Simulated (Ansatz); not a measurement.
Te$_{2}$Pt: several calculations on one system

## 1. Relaxation

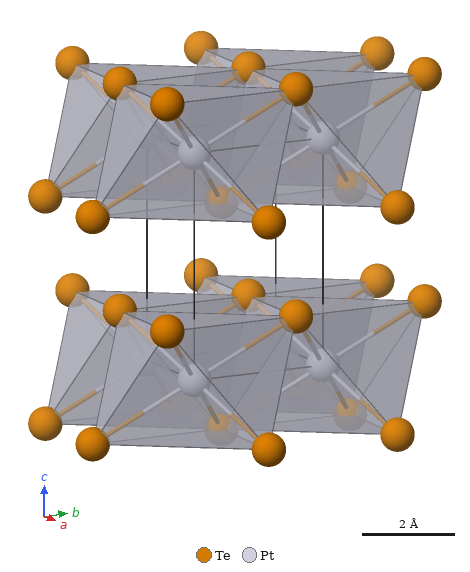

Starting structure of crystalline Te2Pt (set up in P-3m1). Style: polyhedral. Shown: the cell of the calculation, slightly off an axis.

Case: equal strain along all axes, cell held, atoms relaxed: -2.0 %.

Level of theory: DFT PBE+D3(BJ), scalar-relativistic, plane waves, PAW (Ansatz).

Input file:
```yaml
crystal:
  lattice:
    - [3.9722745763, 0.0, 0.0]
    - [-1.9861372881, 3.4400906938, 0.0]
    - [0.0, 0.0, 4.9891435845]
  atoms:
    - { symbol: Te, position: [0.3333333333, 0.6666666667, 0.2670610889] }
    - { symbol: Te, position: [0.6666666667, 0.3333333333, 0.7329389111] }
    - { symbol: Pt, position: [0.0, 0.0, 0.0] }
basis:
  ecutwfc: 420
kpoints:
  mp_grid: { grid: [12, 12, 8] }
hamiltonian:
  xc: pbe
  dispersion: d3bj
scf:
  occupations: { method: gaussian, width: 0.1 }
output:
  forces: true
  stress: true
  eigenvalues: true
relax:
  adjacent_minimum: "off"
  f_tol: 0.008
  max_steps: 40
```

> Predict the outcome.

The largest moves, 0.042 Å, are those of Te1 and Te2. Te2 goes along −c. Pt stays in place. The cell stays as it was. Some distances before and after: Te1–Pt3 2.652 → 2.674 Å. The space group stays P-3m1 (No. 164). After 2 accepted moves (3 points after the start) the energy has fallen by 23.8 meV per cell of the calculation. Largest force component: 0.58 eV/Å at the start, 0.0015 eV/Å at the end. The line search rejected the trial step at point 1 of the run. The run took roughly 90 core-seconds on a shared host.

## 2. Relaxation

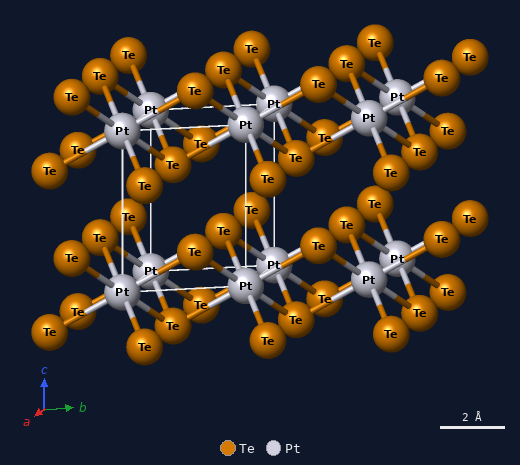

Starting structure of a crystal of Te2Pt (set up in P-3m1). A ball-and-stick model of the cell of the calculation, repeated 1 × 2 × 1 with one cell outlined, seen slightly off an axis.

These are results of Ansatz 0.2.0, DFT PBE+D3(BJ), scalar-relativistic, plane waves, PAW, not measurements.

Input file:
```yaml
crystal:
  lattice:
    - [4.0516024612, 0.0, 0.0]
    - [-2.0258012306, 3.5087906574, 0.0]
    - [0.0, 0.0, 5.1295197507]
  atoms:
    - { symbol: Te, position: [0.3333333333, 0.6666666667, 0.2656979863] }
    - { symbol: Te, position: [0.6666666667, 0.3333333333, 0.7343020137] }
    - { symbol: Pt, position: [0.0, 0.0, 0.0] }
basis:
  ecutwfc: 420
kpoints:
  mp_grid: { grid: [12, 12, 8] }
hamiltonian:
  xc: pbe
  dispersion: d3bj
scf:
  occupations: { method: gaussian, width: 0.1 }
output:
  forces: true
  stress: true
  eigenvalues: true
relax:
  adjacent_minimum: "off"
  f_tol: 0.005
  max_steps: 80
  cell: { stress_tol: 0.05 }
```

Predict the outcome.

Answer. Over 3 accepted moves (5 points after the start) the energy falls by 0.3 meV per atom. Largest force component: 0.015 eV/Å at the start, 0.00014 eV/Å at the end. The pressure goes from −0.28 to 0.00 GPa. The line search rejected the trial step at point 1 of the run. At 1 point the geometry stayed and the basis and grid were re-selected for the new cell (energy shift of less than 0.05 meV per atom at most each time). The largest moves relative to the cell, 0.007 Å, are those of Te1 and Te2. Te2 goes along −c. Pt stays in place. Cell: a = b 4.052 → 4.053 Å (0.0 %), c 5.130 → 5.091 Å (−0.8 %). Volume −0.7 %. The space group stays P-3m1 (No. 164).

## 3. Series

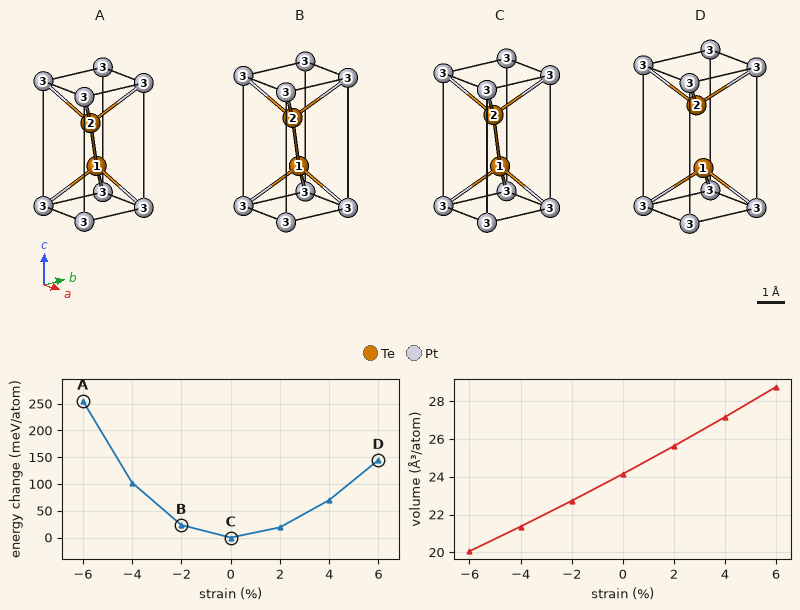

Members of a series of calculations on a crystal of Te2Pt (set up in P-3m1), marked on the first curve. The picture is a ball-and-stick view of the cell of the calculation, seen slightly off an axis.

Computed with Ansatz 0.2.0, DFT PBE+D3(BJ), scalar-relativistic, plane waves, PAW. Settings: plane-wave cutoff 420 eV; k-point mesh 12 × 12 × 8; occupations gaussian; smearing width 0.1 eV; no spin polarisation.

> Which kind of strain is it, and how does the structure respond?

Equal strain along all axes, cell held, atoms relaxed. A (strain −6.0 %): energy change 256 meV/atom, volume 20.05 Å³ per atom. B (strain −2.0 %): energy change 23.5 meV/atom, volume 22.73 Å³ per atom. C (strain 0.0 %): energy change 0.0 meV/atom, volume 24.15 Å³ per atom. D (strain 6.0 %): energy change 145 meV/atom, volume 28.76 Å³ per atom. The rest compares A with D. The volume changes by +43.4 %, with a = b 3.810 → 4.297 Å (+12.8 %), c 4.786 → 5.396 Å (+12.8 %). Some distances before and after: Te–Te 2.988 → 3.766 Å, Pt–Te 2.598 → 2.792 Å, Te–Te 3.532 → 3.566 Å.
